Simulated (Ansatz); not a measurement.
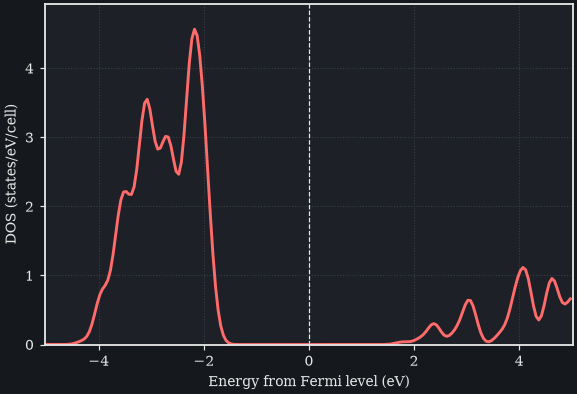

Density of states. Energies are counted from the Fermi level, put mid-gap where there is a gap. The curve is built from the levels of the k mesh with Gaussians 0.3 eV wide, which also blur the band edges.

The material is SrO, space group Fm-3m, 2 atoms in the cell, hydrostatic strain −5.8%.

Level of theory: DFT, r2SCAN, plane waves, PAW, no spin polarisation, 8×8×8 k mesh, 500 eV cutoff; code Ansatz 0.2.0.

> Is there a gap at the Fermi level, and how wide?

There is a gap; over the k points computed it is 3.56 eV (direct among those points).

> Where is the tallest peak of the filled states in the window?

Within the window shown, the tallest peak of the filled states lies 0.4 eV under the valence-band top, at about 4.6 states per eV and cell.

> How wide is the upper valence band?

The upper group of valence states starts about 2.5 eV under the valence-band top (which lies at −1.8 eV on this axis), with a gap beneath it; it holds about 6 electrons a cell.

The cell is at 25 GPa in this functional.
